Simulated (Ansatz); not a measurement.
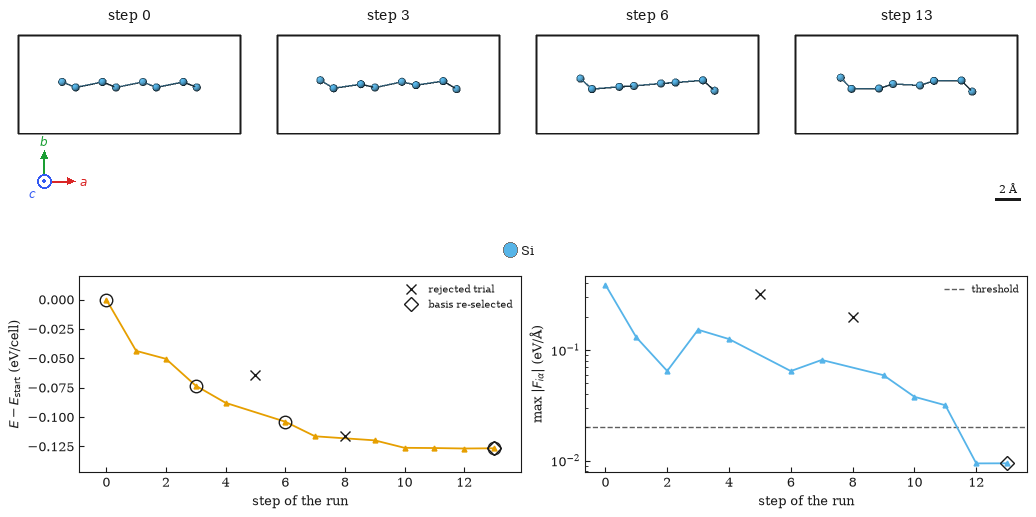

Frames of a relaxation of a wire of composition Si, marked on the history of the run. The picture is a ball-and-stick view of the 2 repeat of the cell, with the vacuum cut short, seen along the c axis.

Case: zigzag ribbon, 4 formula units a period.

Level of theory: Ansatz, DFT PBE, scalar-relativistic, plane waves, PAW.

The input:
```yaml
crystal:
  lattice:
    - [20.2, 0.0, 0.0]
    - [0.0, 9.8, 0.0]
    - [0.0, 0.0, 3.8688112877]
  atoms:
    - { symbol: Si, position: [0.27884562, 0.4769415544, 0.0] }
    - { symbol: Si, position: [0.444711405, 0.4769415544, 0.5] }
    - { symbol: Si, position: [0.61057719, 0.4769415544, 0.0] }
    - { symbol: Si, position: [0.776442975, 0.4769415544, 0.5] }
    - { symbol: Si, position: [0.223557025, 0.5230584456, 0.5] }
    - { symbol: Si, position: [0.38942281, 0.5230584456, 0.0] }
    - { symbol: Si, position: [0.555288595, 0.5230584456, 0.5] }
    - { symbol: Si, position: [0.72115438, 0.5230584456, 0.0] }
basis:
  ecutwfc: 420
kpoints:
  mp_grid: { grid: [1, 1, 23] }
hamiltonian:
  xc: pbe
scf:
  occupations: { method: gaussian, width: 0.05 }
output:
  forces: true
  stress: true
  eigenvalues: true
  populations: true
  write_density: true
  write_potential: true
  elf: true
  volumetric_format: npy
relax:
  adjacent_minimum: "off"
  f_tol: 0.02
  max_steps: 45
  cell: { fix: [a, b, alpha, beta, gamma], stress_tol: 0.03 }
```

Run as
```bash
ansatz run input.yaml --threads 4 --pin off --max-ram 11264MiB --backend cpu --events-out ev --progress --plain --runs-dir out
```

What happens along the run?

The largest moves relative to the centre of the atoms, 0.55 Å, are those of Si3 and Si6. Along the periodic axis the drawn cell goes c 7.738 → 7.667 Å (−0.9 %). Some distances before and after: Si1–Si5 2.279 → 2.310 Å, Si2–Si7 2.279 → 2.256 Å, Si2–Si6 2.279 → 2.272 Å. Bond angles that change, for instance: Si7–Si3–Si8 116.2° → 120.8°, Si8–Si4–Si8 116.2° → 112.1°, Si2–Si7–Si3 116.2° → 120.0°. Over 10 accepted moves (13 points after the start) the energy falls by 0.127 eV per cell of the calculation. Largest force component: 0.39 eV/Å at the start, 0.0095 eV/Å at the end. The line search rejected the trial steps at points 5, 8 of the run. The SCF was repeated once at an unchanged geometry on a basis and grid sized afresh for the cell, which shifted the energy by 0.2 meV per cell of the calculation at most. Cost: 3.7 min on 4 threads of Intel(R) Xeon(R) Processor @ 2.50GHz (Skylake/Cascade Lake), on a shared host, peak memory 1.2 GiB. From step 0 to 3: Si atoms move most (0.19 Å), energy −73.3 meV per cell of the calculation. From step 3 to 6: Si atoms move most (0.22 Å), energy −30.6 meV per cell of the calculation. From step 6 to 13: Si atoms move most (0.16 Å), energy −22.6 meV per cell of the calculation.

```csv
step,"E − E(0), meV/atom","largest force component, eV/Å",note
0,0.00,0.3896,
1,-5.46,0.1302,
2,-6.30,0.0646,
3,-9.16,0.1524,
4,-10.98,0.1256,
5,-7.97,0.3232,rejected
6,-12.99,0.0645,
7,-14.54,0.0813,
8,-14.53,0.1984,rejected
9,-14.97,0.0592,
10,-15.77,0.0377,
11,-15.79,0.0317,
12,-15.84,0.0094,
13,-15.82,0.0095,"same geometry, new basis"
```
